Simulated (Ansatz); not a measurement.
**Ca: density, localisation and related maps**

Input

```
crystal:
  lattice:
    - [-2.1637610024, -2.1637610024, -2.1530447487]
    - [-2.1637610024, -2.1637610024, 2.1530447487]
    - [-9.736924511, 7.5731635086, 0.0]
  atoms:
    - { symbol: Ca, position: [0.96875, -0.03125, 0.125] }
    - { symbol: Ca, position: [0.28125, 0.28125, 0.875] }
    - { symbol: Ca, position: [-0.15625, -0.15625, 0.625] }
    - { symbol: Ca, position: [0.40625, 0.40625, 0.375] }
basis:
  ecutwfc: 420
kpoints:
  mp_grid: { grid: [17, 17, 5] }
hamiltonian:
  xc: pbesol
scf:
  occupations: { method: gaussian, width: 0.15 }
output:
  forces: true
  stress: true
  eigenvalues: true
  write_density: true
  write_potential: true
  elf: true
  volumetric_format: npy
```

Command:

```sh
ansatz run input.yaml --threads 2 --pin off --max-ram 5120MiB --backend cpu --events-out ev --progress --plain --runs-dir out
```

Below, planes, directions and counts refer to the conventional cell (a = 6.12 Å, b = 4.31 Å, c = 12.34 Å, α = 90.00°, β = 97.13°, γ = 90.00°).

Space group C2/m; a structure from a database of computed crystals, not necessarily the ambient phase; not relaxed (largest force 0.3 eV/Å).

Computed with DFT PBEsol, scalar-relativistic, plane waves, PAW in Ansatz.

Core electrons are frozen (PAW), and the valence fields are smoothed inside the atomic spheres.

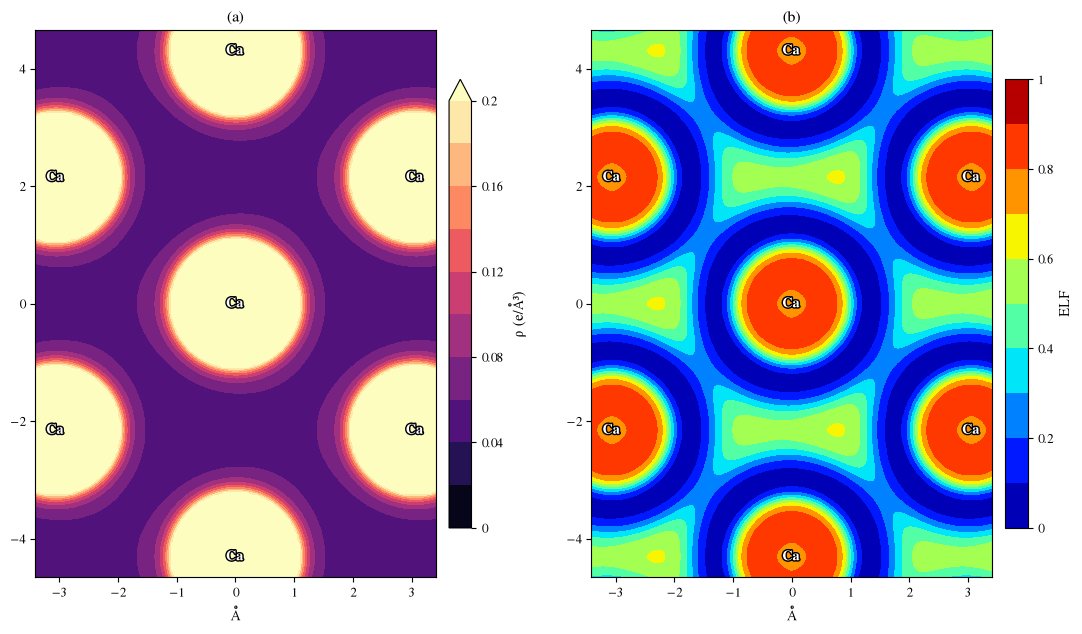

Figure 1. (a) valence pseudo-density; (b) electron localisation function on the (001) plane of the conventional cell.

> What does the map show?

The plane passes through Ca nuclei.
Ca–Ca (3.74 Å): ρ is about 0.05 e/Å³ halfway; the ELF is about 0.25 at the midpoint; no shared electron pair shows on this line.
Between the atoms the lowest density in this plane is 0.05 e/Å³.
The features right at Ca lie inside the PAW spheres, where the map follows smoothed inner orbitals and isn't to be read closely.

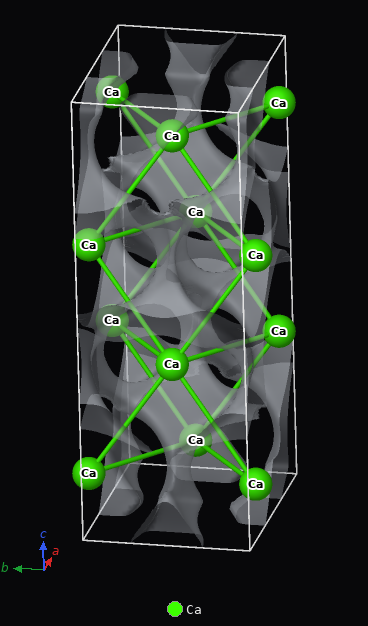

Figure 2. Isosurface of the ELF at 0.55 (grey), seen at an oblique angle. Only the valence region is drawn (cores and ρ < 0.01 e/Å³ removed). Sticks mark near contacts.

> Describe the localisation domains.

The ELF exceeds this value in one network that runs through the whole crystal, counted in one cell of 8 atoms. Regions shared between cells count once. There are no localised bonds or lone pairs at this value.


Ca–Ca (3.42 Å): the ELF is about 0.15 at the midpoint; no localised pair shows between them.

> Does the calculation make it a metal, or give it a gap?

It is gapless in this calculation (a metal or semimetal).
